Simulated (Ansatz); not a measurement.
CsI$_{2}$

Input

```
crystal:
  lattice:
    - [0.0, 5.23960356, 5.23960356]
    - [5.23960356, 0.0, 5.23960356]
    - [5.23960356, 5.23960356, 0.0]
  atoms:
    - { symbol: Cs, position: [0.5, 0.5, 0.5] }
    - { symbol: Cs, position: [0.75, 0.75, 0.75] }
    - { symbol: I, position: [0.125, 0.125, 0.125] }
    - { symbol: I, position: [0.625, 0.125, 0.125] }
    - { symbol: I, position: [0.125, 0.625, 0.125] }
    - { symbol: I, position: [0.125, 0.125, 0.625] }
basis:
  ecutwfc: 420
kpoints:
  mp_grid: { grid: [6, 6, 6] }
hamiltonian:
  xc: pbe
scf:
  occupations: { method: gaussian, width: 0.1 }
output:
  forces: true
  stress: true
  eigenvalues: true
  write_density: true
  write_potential: true
  elf: true
  volumetric_format: npy
relax:
  adjacent_minimum: "off"
  f_tol: 0.01
  max_steps: 80
  cell: { stress_tol: 0.05 }
```

Run with:

```sh
ansatz run input.yaml --threads 1 --pin off --max-ram 2560MiB --backend cpu --events-out ev --progress --plain --runs-dir out
```

Below, planes, directions and counts refer to the conventional cell (a = 10.56 Å, b = 10.56 Å, c = 10.56 Å, α = 90.00°, β = 90.00°, γ = 90.00°).

The fields are those of the run's last geometry, not of the input's.

Space group Fd-3m; a structure generated by program, which may or may not match a known phase.

Computed with DFT PBE, scalar-relativistic, plane waves, PAW (Ansatz).

What can the converged valence pseudo-density and electron localisation function tell about the bonding?

Cs–I (4.38 Å): the density is about 0.03 e/Å³ at the midpoint; the ELF peaks at about 0.80 in the valence shell of I, 1.4 Å from its nucleus, and drops to about 0 between the two atoms: no localised pair shows between them.

Does the calculation give a band gap?

It is gapless in this calculation (a metal or semimetal).

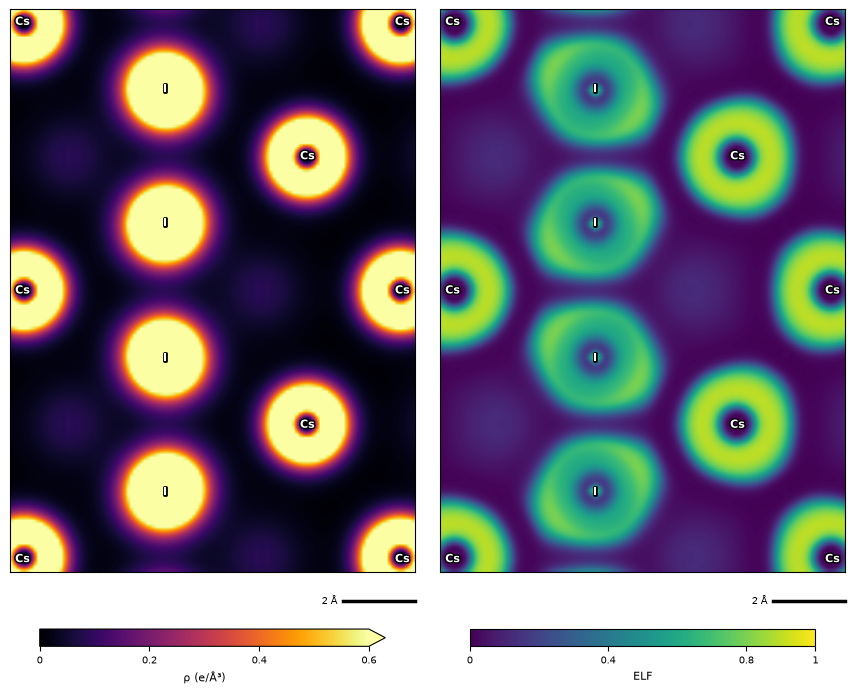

Computed valence pseudo-density and electron localisation function on the (101) plane of the conventional cell, in this order. 

The density is the valence pseudo-density of a PAW calculation; it isn't the true density close to the nuclei.
